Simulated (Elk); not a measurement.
# CdSe (Cadmoselite): optical spectrum from first principles

Wanted: where CdSe (Cadmoselite) starts to absorb, how strongly, and its refractive index. The cell comes from an older database entry, whose edges can differ from later determinations, mostly by under a per cent.

Method: DFT, LDA, all-electron APW+lo, Dirac cores, scalar-relativistic bands, independent-particle optical response without local fields, in Elk 11.2.3 (patched build).

The database entry behind the starting cell differs from later determinations by our own check (inner coordinate of an old entry), so it need not match the best structure at ambient conditions.

## Step 1: The starting structure

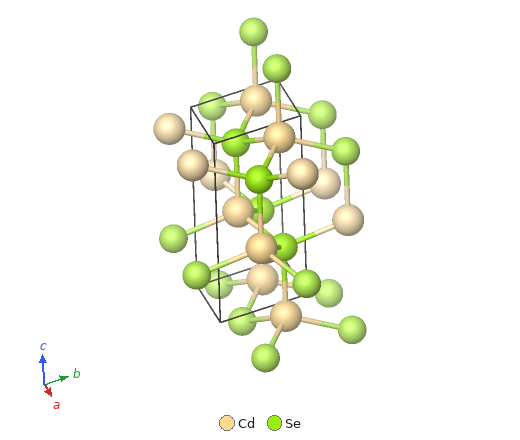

The cell as given, slightly off an axis (cadmium orange, selenium green). 2×1×1 cells are drawn. Some periodic images of atoms are drawn too.

## Step 2: Ground state

The self-consistent density comes first; it also tells whether there is a gap, which decides the occupations and the need for a Drude term.

This step: DFT, LDA, all-electron APW+lo, Dirac cores, scalar-relativistic bands, ground state (Elk 11.2.3 (patched build)).

Input file elk.in:

```
tasks
  0
  120

xctype
  3

nempty
  9

lorbcnd
  .true.

rgkmax
  7.0

swidth
  0.0018375

maxscl
  100

epsengy
  1e-05

sppath
  './'

avec
  8.125822335920 0.000000000000 0.000000000000
  -4.062911167960 7.037168569546 0.000000000000
  0.000000000000 0.000000000000 13.265877394873

atoms
  2
  'Cd.in'
  2
  0.666666666667 0.333333333333 0.500000000000   0.000 0.000 0.000
  0.333333333333 0.666666666667 0.000000000000   0.000 0.000 0.000
  'Se.in'
  2
  0.666666666667 0.333333333333 0.885000000000   0.000 0.000 0.000
  0.333333333333 0.666666666667 0.385000000000   0.000 0.000 0.000

ngridk
  9 9 4
```

Run with:

```sh
OMP_NUM_THREADS=4 elk
```

Log:

```text
┌─────────────────────────┐
│ Elk code version 11.2.3 │
└─────────────────────────┘

All units are atomic (Hartree, Bohr, etc.)

┌─────────────────────────────────────────────────┐
│ Ground-state run starting from atomic densities │
└─────────────────────────────────────────────────┘

Lattice vectors :
   8.125822336       0.000000000       0.000000000
  -4.062911168       7.037168570       0.000000000
   0.000000000       0.000000000       13.26587739

Reciprocal lattice vectors :
  0.7732368550      0.4464285064      -0.000000000
   0.000000000      0.8928570127       0.000000000
   0.000000000      -0.000000000      0.4736351106

Unit cell volume      :    758.5797691
Brillouin zone volume :   0.3269929196

Muffin-tin inner radius fraction :   0.1000000000E-01

Nuclei treated as point charges

Species : 1 (Cd)
 parameters loaded from : Cd.in
 name : cadmium
 nuclear charge    :   -48.00000000
 electronic charge :    48.00000000
 atomic mass :    204912.7176
 muffin-tin radius :    2.539294698
 number of radial points in muffin-tin :    597
 inner part over the whole radius :   0.9906930901E-02
 number on inner part of muffin-tin    :    425
 approximate nuclear radius :   0.8708852602E-04
 number of mesh points to nuclear radius :    214
 atomic positions (lattice), magnetic fields (Cartesian) :
  1 :   0.00000000  0.00000000  0.00000000    0.00000000  0.00000000  0.00000000
  2 :   0.66666667  0.33333333  0.50000000    0.00000000  0.00000000  0.00000000

Species : 2 (Se)
 parameters loaded from : Se.in
 name : selenium
 nuclear charge    :   -34.00000000
 electronic charge :    34.00000000
 atomic mass :    143935.2749
 muffin-tin radius :    2.343964337
 number of radial points in muffin-tin :    497
 inner part over the whole radius :   0.9731606918E-02
 number on inner part of muffin-tin    :    351
 approximate nuclear radius :   0.7785908700E-04
 number of mesh points to nuclear radius :    172
 atomic positions (lattice), magnetic fields (Cartesian) :
  1 :   0.00000000  0.00000000  0.38500000    0.00000000  0.00000000  0.00000000
  2 :   0.66666667  0.33333333  0.88500000    0.00000000  0.00000000  0.00000000

Total number of atoms per unit cell :    4
Total muffin-tin volume :    245.0572338
 ratio of muffin-tin to unit cell volume :   0.3230474154

Spin treatment :
 spin-unpolarised

Number of Bravais lattice symmetries :   24
Number of crystal symmetries         :   12
Crystal has no inversion symmetry
Complex Hermitian eigensolver will be used

k-point grid :      9     9     4
k-point offset :    0.000000000       0.000000000       0.000000000
k-point set is reduced with full crystal symmetry group
Total number of k-points :       48

Muffin-tin radius times maximum |G+k| :    7.000000000
 using average radius
Maximum |G+k| for APW functions       :    2.866937817
Maximum (1/2)|G+k|²                   :    4.109666225
Maximum |G| for potential and density :    12.00000000
Constant for pseudocharge density :    8
 order of it for each species :   15  15
 order of it for pair densities of each species (exact exchange by exxq0 0: 15) :   11   9
Radial integration step length :    1

G-vector grid sizes :     32    32    54
Number of G-vectors :    22143

Maximum angular momentum used for
 APW functions            :    8
 outer part of muffin-tin :    6
 inner part of muffin-tin :    2

Total nuclear charge    :   -164.0000000
Total core charge       :    96.00000000
Total valence charge    :    68.00000000
Total excess charge     :    0.000000000
Total electronic charge :    164.0000000

Effective Wigner radius, rₛ :    1.033608962

Number of empty states         :     36
Total number of valence states :     71
Total number of core states    :     96

Conduction state local-orbitals added automatically
Third-order local-orbitals added for an l without core states : F
Total number of local-orbitals :    260

Exchange-correlation functional :      3     0     0
 Perdew-Wang/Ceperley-Alder, Phys. Rev. B 45, 13244 (1992)
 gradient requirement :    0
 local density approximation (LDA)

Smearing type :    3
 Fermi-Dirac
Smearing width :   0.1837500000E-02
Effective electronic temperature (K) :    580.2366081

Mixing type :    3
 Broyden mixing, J. Phys. A: Math. Gen. 17, L317 (1984)

Kohn-Sham potential initialised from atomic data

┌──────────────────────────────┐
│ Self-consistent loop started │
└──────────────────────────────┘

┌─────────────────┐
│ Loop number : 1 │
└─────────────────┘

Energies :
 Fermi                       :     0.42194269766758E-03
 sum of occupied eigenvalues :     -9547.5467103956
 electron kinetic            :      16685.668903020
 core electron kinetic       :      15896.489786666
 Coulomb                     :     -32253.540936019
 Coulomb potential           :     -25603.368741150
 nuclear-nuclear             :     -1605.5548192806
 electron-nuclear            :     -35725.367080753
 Hartree                     :      5077.3809640138
 Madelung                    :     -19451.856565444
 xc potential                :     -629.84687226649
 exchange                    :     -453.61818133629
 correlation                 :     -15.310841140225
 electron entropic           :    -0.54379683069700E-07
 total energy                :     -16036.801055530

Density of states at Fermi energy :   0.1491266088E-02
 (states/Hartree/unit cell)

Estimated indirect band gap :   0.3386892799E-01
 from k-point 1 to k-point 1
Estimated direct band gap   :   0.3386892799E-01
 at k-point 1

Charges :
 core                        :    96.00000000
 valence                     :    68.00000000
 interstitial                :    6.055162311
 muffin-tins (core leakage)
  species : 1 (Cd)
   atom 1                    :    46.37624888     (  0.3554563904E-03)
   atom 2                    :    46.37624888     (  0.3554563904E-03)
  species : 2 (Se)
   atom 1                    :    32.59616997     (  0.8077572614E-04)
   atom 2                    :    32.59616997     (  0.8077572614E-04)
 total in muffin-tins        :    157.9448377
 total calculated charge     :    163.9986092
 total charge                :    164.0000000
 error                       :   0.1390810432E-02

┌─────────────────┐
│ Loop number : 2 │
└─────────────────┘

Energies :
 Fermi                       :     0.13731832090509E-02
 sum of occupied eigenvalues :     -9547.4687104502
 electron kinetic            :      16684.975056270
 core electron kinetic       :      15896.097283836
 Coulomb                     :     -32253.615949881
 Coulomb potential           :     -25603.325251395
 nuclear-nuclear             :     -1605.5548192806
 electron-nuclear            :     -35725.558404188
 Hartree                     :      5077.4972735873
 Madelung                    :     -19451.953324184
 xc potential                :     -629.11851532436
 exchange                    :     -453.62140442332
 correlation                 :     -15.310879347018
 electron entropic           :    -0.59032666217015E-07
 total energy                :     -16037.573177441

Density of states at Fermi energy :   0.1632546113E-02
 (states/Hartree/unit cell)

Estimated indirect band gap :   0.3354221715E-01
 from k-point 1 to k-point 1
Estimated direct band gap   :   0.3354221715E-01
 at k-point 1

Charges :
 core                        :    96.00000000
 valence                     :    68.00000000
 interstitial                :    6.057945400
 muffin-tins (core leakage)
  species : 1 (Cd)
   atom 1                    :    46.37984079     (  0.3550581908E-03)
   atom 2                    :    46.37984079     (  0.3550581908E-03)
  species : 2 (Se)
   atom 1                    :    32.59118651     (  0.8080775247E-04)
   atom 2                    :    32.59118651     (  0.8080775247E-04)
 total in muffin-tins        :    157.9420546
 total calculated charge     :    163.9986109
 total charge                :    164.0000000
 error                       :   0.1389114705E-02

RMS change in Kohn-Sham potential (target) :   0.1236210778     (  0.1000000000E-05)
Absolute change in total energy (target)   :   0.7721219114     (  0.1000000000E-04)

[... 13 loops left out ...]

┌──────────────────┐
│ Loop number : 16 │
└──────────────────┘

Energies :
 Fermi                       :     0.98619890470683E-01
 sum of occupied eigenvalues :     -9534.9601714602
 electron kinetic            :      16688.914573199
 core electron kinetic       :      15897.247973323
 Coulomb                     :     -32256.119980524
 Coulomb potential           :     -25602.151015543
 nuclear-nuclear             :     -1605.5548192806
 electron-nuclear            :     -35731.667924068
 Hartree                     :      5081.1027628248
 Madelung                    :     -19455.044472753
 xc potential                :     -621.72372911602
 exchange                    :     -453.72174802801
 correlation                 :     -15.311157515539
 electron entropic           :    -0.42051320389792E-05
 total energy                :     -16036.238317074

Density of states at Fermi energy :   0.2112427723
 (states/Hartree/unit cell)

Estimated indirect band gap :   0.1562622490E-01
 from k-point 1 to k-point 1
Estimated direct band gap   :   0.1562622490E-01
 at k-point 1

Charges :
 core                        :    96.00000000
 valence                     :    68.00000000
 interstitial                :    6.208823629
 muffin-tins (core leakage)
  species : 1 (Cd)
   atom 1                    :    46.53648064     (  0.3390964789E-03)
   atom 2                    :    46.53648064     (  0.3390964789E-03)
  species : 2 (Se)
   atom 1                    :    32.35910755     (  0.8008477652E-04)
   atom 2                    :    32.35910755     (  0.8008477652E-04)
 total in muffin-tins        :    157.7911764
 total calculated charge     :    163.9986976
 total charge                :    164.0000000
 error                       :   0.1302432813E-02

RMS change in Kohn-Sham potential (target) :   0.5990795652E-08 (  0.1000000000E-05)
Absolute change in total energy (target)   :   0.5830868758E-05 (  0.1000000000E-04)

Convergence targets achieved

┌──────────────────┐
│ Loop number : 17 │
└──────────────────┘

Energies :
 Fermi                       :     0.98619888818310E-01
 sum of occupied eigenvalues :     -9534.9601719952
 electron kinetic            :      16688.914572487
 core electron kinetic       :      15897.247973018
 Coulomb                     :     -32256.119980243
 Coulomb potential           :     -25602.151015297
 nuclear-nuclear             :     -1605.5548192806
 electron-nuclear            :     -35731.667923774
 Hartree                     :      5081.1027628118
 Madelung                    :     -19455.044472595
 xc potential                :     -621.72372918557
 exchange                    :     -453.72174802626
 correlation                 :     -15.311157515771
 electron entropic           :    -0.42051326571090E-05
 total energy                :     -16036.238317503

Density of states at Fermi energy :   0.2112428092
 (states/Hartree/unit cell)

Estimated indirect band gap :   0.1562622418E-01
 from k-point 1 to k-point 1
Estimated direct band gap   :   0.1562622418E-01
 at k-point 1

Charges :
 core                        :    96.00000000
 valence                     :    68.00000000
 interstitial                :    6.208823624
 muffin-tins (core leakage)
  species : 1 (Cd)
   atom 1                    :    46.53648064     (  0.3390964804E-03)
   atom 2                    :    46.53648064     (  0.3390964804E-03)
  species : 2 (Se)
   atom 1                    :    32.35910754     (  0.8008477514E-04)
   atom 2                    :    32.35910754     (  0.8008477514E-04)
 total in muffin-tins        :    157.7911764
 total calculated charge     :    163.9986976
 total charge                :    164.0000000
 error                       :   0.1302432804E-02

┌──────────────────────────────┐
│ Self-consistent loop stopped │
└──────────────────────────────┘

Warning : core states of species 1 leak from the muffin-tin :   0.3390964804E-03

Wrote STATE.OUT
```

Run time: 50 s. Hardware: 4 threads of Arm Neoverse V2, shared host; peak memory 0.19 GiB.

Read-outs, printed or worked out from the files:

```
total energy           : -16036 Ha
Fermi energy           : 2.684 eV
DOS at the Fermi level : 0.007763 states/eV/cell
gap on the k-mesh      : 0.4252 eV
direct gap on the mesh : 0.4252 eV
```

There is a gap, 0.43 eV on this mesh (points off the mesh can give less), so no carriers' term is needed.

## Step 3: Independent particles

With the density converged, the vertical transitions are summed over the zone.

This step: DFT, LDA, all-electron APW+lo, Dirac cores, scalar-relativistic bands, independent-particle optical response without local fields (Elk 11.2.3 (patched build)).

elk.in: that of step 2 with these lines changed.

```diff
@@ -1,4 +1,7 @@
 tasks
-  0
-  120
+  121
+
+optcomp
+  1 1
+  3 3
 
@@ -17,9 +20,7 @@
 swidth
-  0.0018375
+  0.0055124
 
-maxscl
-  100
-
-epsengy
-  1e-05
+wplot
+  400 100 0
+  0.0 0.58799
```

Run with:

```sh
OMP_NUM_THREADS=4 elk
```

Log:

```text
┌─────────────────────────────────┐
│ Elk code version 11.2.3 started │
└─────────────────────────────────┘

┌────────────────────┐
│ Current task : 121 │
└────────────────────┘
Info(checkmt): changed muffin-tin radius of species 1 (Cd) from   2.6000 to   2.5393
Info(checkmt): changed muffin-tin radius of species 2 (Se) from   2.4000 to   2.3440

Info(findsymcrys): atomic basis shift (lattice) :
  0.3333333333      0.6666666667      0.5000000000
See GEOMETRY.OUT for new atomic positions

Info(dielectric):
 dielectric tensor written to EPSILON_ij.OUT
 optical conductivity written to SIGMA_ij.OUT
 for components
  i = 1, j = 1
  i = 3, j = 3

┌──────────────────┐
│ Elk code stopped │
└──────────────────┘
```

Run time: 2.5 s. Hardware: 4 threads; peak memory 0.05 GiB; 9.8 s of CPU time.

This step gave:

| Property | Result |
| --- | --- |
| electronic dielectric constant ε∞, mean over x, y and z (by symmetry where fewer were run) | 15.72 |

The Im ε has structure finer than the step of the table below, so its rows give means over 1 eV, whole bins alone (the curve runs from 0 to 16.0 eV). Peaks (eV: height): E ∥ x 0.4: 12.0, 1.5: 3.13, 4.4: 9.18, 6.0: 9.64; E ∥ z 0.4: 12.5, 1.4: 5.49, 3.5: 9.90, 4.7: 11.1, 6.0: 11.1, 7.2: 6.98.

Sum at mesh points, not converged in k; values under the direct gap are tails of Lorentzian lines. Im ε against photon energy; means over each step:

```
photon energy (eV)  E ∥ x  E ∥ z
                 1   2.53   3.40
                 2   2.72   2.29
                 3   4.96   4.56
                 4   7.50   8.21
                 5   6.65   6.12
                 6   7.99   7.90
                 7   6.40   5.93
                 8   3.67   3.54
                 9   2.27   2.44
                10   1.54   1.50
                11   1.35   1.32
                12  0.849  0.840
                13  0.812  0.822
                14  0.821  0.910
                15  0.684  0.689
```

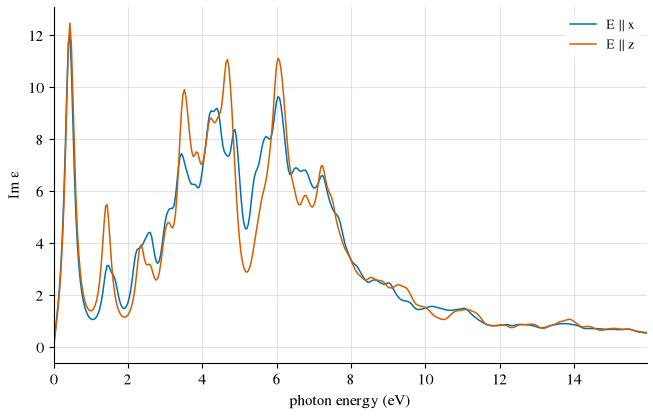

Im ε against photon energy.

The reflectivity at normal incidence has structure finer than the step of the table below, so its rows give means over 1 eV, whole bins alone (the curve runs from 0 to 16.0 eV). Peaks (eV: height): E ∥ x 0.4: 40.2, 4.9: 35.2, 6.2: 41.2, 7.8: 49.0, 9.2: 44.1, 11.4: 37.9, 14.2: 19.4; E ∥ z 0.4: 40.7, 3.5: 36.2, 4.8: 44.1, 6.2: 44.5, 7.8: 46.9, 9.7: 43.8, 11.6: 37.8.

Sum at mesh points, not converged in k. Reflectivity at normal incidence against photon energy; means over each step:

```
photon energy (eV)  E ∥ x (%)  E ∥ z (%)
                 1       22.5       24.1
                 2       24.8       22.6
                 3       28.0       28.5
                 4       31.3       32.5
                 5       29.5       30.4
                 6       35.8       36.0
                 7       39.3       36.8
                 8       46.4       44.6
                 9       41.3       37.2
                10       35.6       40.8
                11       33.1       28.5
                12       28.9       28.2
                13       19.1       16.7
                14       17.3       16.8
                15       14.8       15.1
```

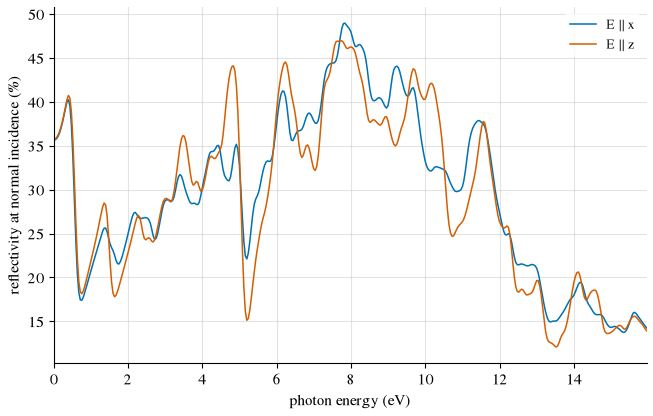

Reflectivity at normal incidence against photon energy.

The loss function −Im 1/ε at q → 0 has structure finer than the step of the table below, so its rows give means over 1 eV, whole bins alone (the curve runs from 0 to 16.0 eV). Peaks (eV: height): E ∥ x 13.2: 1.36; E ∥ z 5.1: 0.303, 13.2: 1.39.

Sum at mesh points, not converged in k; values under the direct gap are tails of Lorentzian lines. The loss function −Im 1/ε at q → 0 by energy loss; means over each step:

```
energy loss (eV)   E ∥ x   E ∥ z
               1  0.0490  0.0563
               2  0.0363  0.0406
               3  0.0526  0.0414
               4  0.0789  0.0831
               5   0.126   0.155
               6   0.117   0.106
               7   0.150   0.165
               8   0.195   0.212
               9   0.305   0.323
              10   0.484   0.441
              11   0.579   0.661
              12   0.994    1.03
              13    1.22    1.20
              14    1.23    1.10
              15    1.43    1.42
```

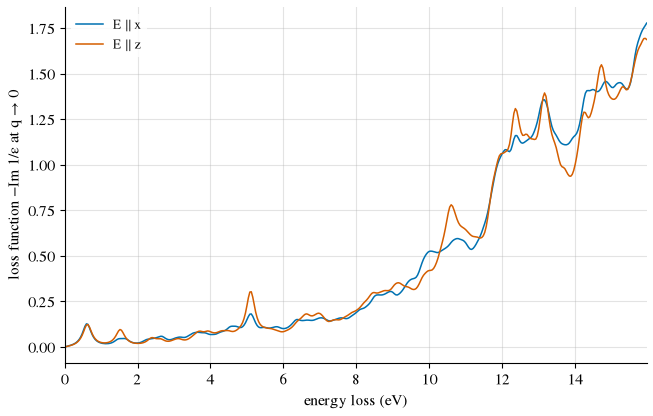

Loss function −Im 1/ε at q → 0, plotted against energy loss.

At chosen wavelengths:

```
wavelength (nm)   n x    k x  R (%) x   1/α x   n z    k z  R (%) z   1/α z
           1550  2.39  0.372     17.8  332 nm  2.42  0.421     18.5  293 nm
           1064  2.83  0.208     23.1  406 nm  2.95  0.312     24.9  271 nm
            633  2.91  0.268     24.2  188 nm  2.75  0.213     22.1  237 nm
            532  2.99  0.639     26.7   66 nm  2.98  0.649     26.7   65 nm
            450  2.81  0.594     24.4   60 nm  2.91  0.444     24.8   81 nm
            248  1.94  1.708     32.9   12 nm  1.30  1.623     34.4   12 nm
            193  1.83  1.833     35.6  8.4 nm  1.61  1.996     40.3  7.7 nm
```

Below the direct gap, k and the depth come from the tails of the Lorentzian lines, not from transitions.

Rows near the edge hang on the gap, which this functional as a rule makes too small, and phonon-assisted absorption is left out.

## Step 4: What came out

| Property | Result |
| --- | --- |
| electronic dielectric constant ε∞, mean over x, y and z (by symmetry where fewer were run) (independent particles) | 15.7 |

In words: At this level (LDA, independent particles) CdSe has a mean ε∞ = 15.7 and n = 2.39 at 1550 nm (E ∥ x). On the mesh the gap is 0.43 eV and the least direct gap 0.43 eV. The static values by axis are 15.71 (x), 15.76 (z). Excitons and phonon-assisted transitions are missing, and so are local fields; LDA gaps are as a rule too small, which pulls the onset down and ε∞ up. The sum runs over mesh points 0.22 Å⁻¹ apart with no interpolation, so peaks are partly noise of the mesh; over so small a direct gap single mesh points weigh heavily, so ε∞, n and their changes from run to run can be far off. Besides steps told in other documents, this task had 4 steps that ran out of time; those not told in a step above aren't shown.

[Machine, clock and banner lines and Python warnings are left out of the logs.]

[Logs are printed without paths, hosts, clocks, repeated set-up lines and the standing remarks that a program may print on its own settings, such as how far it seeks lower states.]

[Hosts, paths, dates, database ids (printed as entryN), source tags and the programs' standing remarks are cut or masked in the printed files.]
